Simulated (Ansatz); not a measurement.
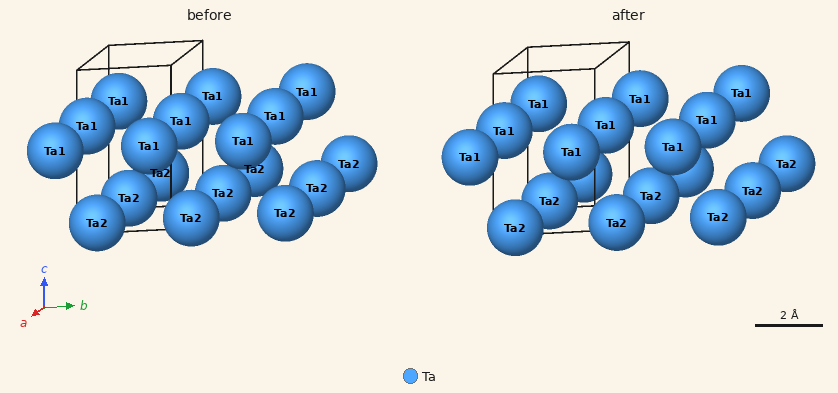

Left: a symmetric starting cell of Ta. Right: the same structure after one change, at the same scale. A spheres-only model of the cell of the calculation, repeated 3 × 3 × 1 with one cell outlined, seen slightly off an axis.

Method: DFT PBE, scalar-relativistic, plane waves, PAW (Ansatz). Set-up: plane-wave cutoff 420 eV; k-point mesh 18 × 18 × 8; occupations gaussian; smearing width 0.1 eV; no spin polarisation.

### What distinguishes the right structure from the left one?

The cell is strained by −1.1 % along c and +7.9 % across it (volume +15.0 %), the atoms keeping their fractional coordinates. No relaxation follows. The starting cell wasn't computed here and needn't be at equilibrium, so pressure and forces aren't due to the change alone.

### How do the computed properties respond?

Among the bonded contacts that change: Ta–Ta 2.900 → 3.129 Å, Ta–Ta 3.078 → 3.128 Å. The space group stays P6_3/mmc (No. 194). The pressure is −20.8 GPa (not all of it need come from the change, since the unchanged cell can be under pressure at this level too). The principal stresses (compression positive) are −14.9 GPa along c and −23.8 GPa across it. All forces vanish by symmetry.
